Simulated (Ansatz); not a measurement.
TaC

```yaml
crystal:
  lattice:
    - [4.49000, 0.00000, 0.00000]
    - [0.00000, 4.49000, 0.00000]
    - [0.00000, 0.00000, 4.49000]
  atoms:
    - { symbol: Ta, position: [0.00000, 0.00000, 0.00000] }
    - { symbol: Ta, position: [0.50000, 0.50000, 0.00000] }
    - { symbol: Ta, position: [0.50000, 0.00000, 0.50000] }
    - { symbol: Ta, position: [0.00000, 0.50000, 0.50000] }
    - { symbol: C, position: [0.50000, 0.00000, 0.00000] }
    - { symbol: C, position: [0.00000, 0.50000, 0.00000] }
    - { symbol: C, position: [0.00000, 0.00000, 0.50000] }
    - { symbol: C, position: [0.50000, 0.50000, 0.50000] }
```

Space group Fm-3m; computed pressure about −3 GPa in this cell; the program warned that a starting moment wasn't kept; spin-polarised, but the moments vanished.

Theory: Ansatz, DFT, PBE, plane-wave PAW, default files, scalar-relativistic.

What can the converged valence pseudo-density and electron localisation function tell about the bonding?

Ta–C (2.25 Å): the density is about 0.55 e/Å³ at the midpoint; the ELF peaks at about 0.75 in the valence shell of C, 0.7 Å from its nucleus, and is about 0.25 at the midpoint.

Does the calculation make it a metal, or give it a gap?

It is gapless in this calculation (a metal or semimetal).

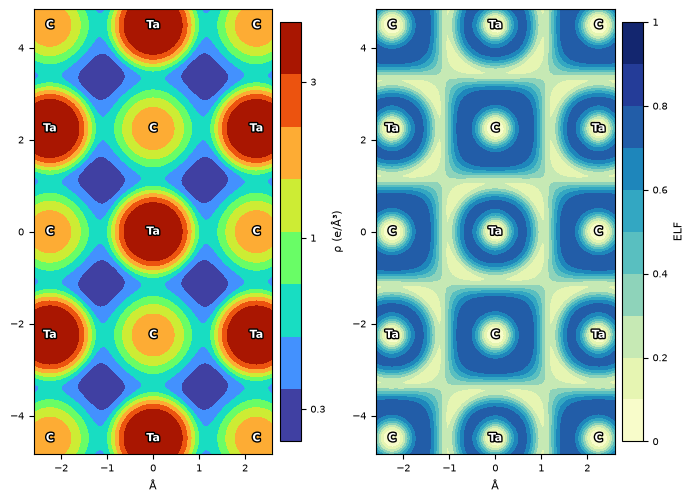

Computed valence pseudo-density and electron localisation function on the (010) plane of the conventional cell, in this order. 

Core electrons are frozen (PAW), and the valence fields are smoothed inside the atomic spheres.
